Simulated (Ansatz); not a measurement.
Consider BN.

```yaml
crystal:
  lattice:
    - [3.45674, 0.00000, 0.00000]
    - [0.00000, 3.45674, 0.00000]
    - [0.00000, 0.00000, 3.45674]
  atoms:
    - { symbol: B, position: [0.00000, 0.00000, 0.00000] }
    - { symbol: B, position: [0.50000, 0.50000, 0.00000] }
    - { symbol: B, position: [0.50000, 0.00000, 0.50000] }
    - { symbol: B, position: [0.00000, 0.50000, 0.50000] }
    - { symbol: N, position: [0.50000, 0.00000, 0.00000] }
    - { symbol: N, position: [0.00000, 0.50000, 0.00000] }
    - { symbol: N, position: [0.00000, 0.00000, 0.50000] }
    - { symbol: N, position: [0.50000, 0.50000, 0.50000] }
```

Space group Fm-3m; started from the rocksalt prototype, which need not be the ambient phase; changed on purpose from its base cell (hydrostatic strain -1.0%); computed pressure about 4 GPa in this cell.

Level of theory: DFT, HSE06, plane waves, PAW in Ansatz.

> What can the converged valence pseudo-density and electron localisation function tell about the bonding?

B–N (1.73 Å): ρ at the midpoint is about 0.96 e/Å³; the ELF peaks at about 0.85 between the atoms.

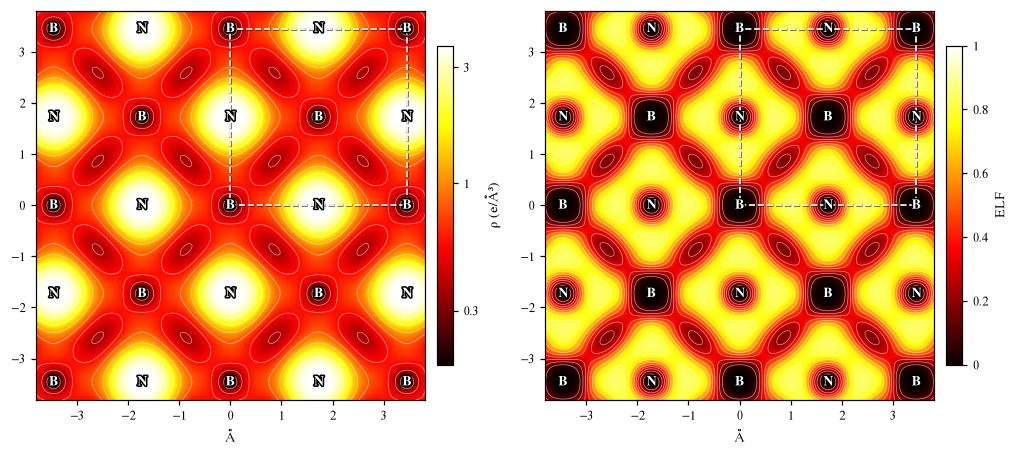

Computed valence pseudo-density and electron localisation function on the (010) plane of the conventional cell, in this order. 
